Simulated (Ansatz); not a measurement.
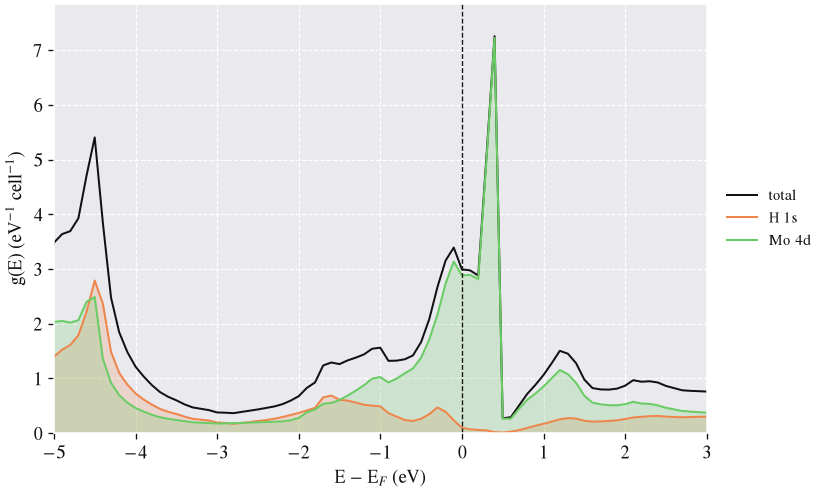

Density of states. Energies are counted from the Fermi level. The partial curves are projected on Löwdin-orthogonalised atomic shells.

This input was run:

```
crystal:
  lattice:
    - [-2.0912558962, 2.0912558962, 2.0912558962]
    - [2.0912558962, -2.0912558962, 2.0912558962]
    - [2.0912558962, 2.0912558962, -2.0912558962]
  atoms:
    - { symbol: H, position: [0.0, 0.0, 0.5] }
    - { symbol: H, position: [0.5, 0.0, 0.0] }
    - { symbol: H, position: [0.0, 0.5, 0.0] }
    - { symbol: H, position: [0.5, 0.5, 0.5] }
    - { symbol: Mo, position: [0.0, 0.0, 0.0] }
basis:
  ecutwfc: 420
kpoints:
  mp_grid: { grid: [12, 12, 12] }
  band_path:
    path:
      - [[0.0, 0.0, 0.0], [0.5, -0.5, 0.5], [0.0, 0.0, 0.5], [0.0, 0.0, 0.0], [0.25, 0.25, 0.25], [0.5, -0.5, 0.5]]
      - [[0.25, 0.25, 0.25], [0.0, 0.0, 0.5]]
    npoints: 14
hamiltonian:
  xc: pbe
scf:
  occupations: { method: gaussian, width: 0.1 }
  n_extra_bands: 12
output:
  forces: true
  stress: true
  eigenvalues: true
  populations: true
  dos: { projected: true, de: 0.02, nscf_kmesh: { grid: [15, 15, 15] } }
  bader: true
  write_density: true
  write_potential: true
  elf: true
  volumetric_format: npy
```

Command:
```bash
ansatz run input.yaml --threads 1 --pin off --max-ram 2048MiB --backend cpu --events-out ev --progress --plain --runs-dir out
```

> What is the density of states at the Fermi level?

It is a metal. The density of states at the Fermi level is about 3.1 per eV and cell (mean within 0.25 eV), or 0.62 per atom.

> What carries the states at the Fermi level?

By projected weight, the states within 0.3 eV of the Fermi level are Mo 4d almost alone.

> Where is the tallest peak in the window, and which states make it?

The tallest peak in the window is at 0.4 eV; by projected weight it is Mo 4d almost alone.

The structure is an invented one, so it need not be a known or stable phase.
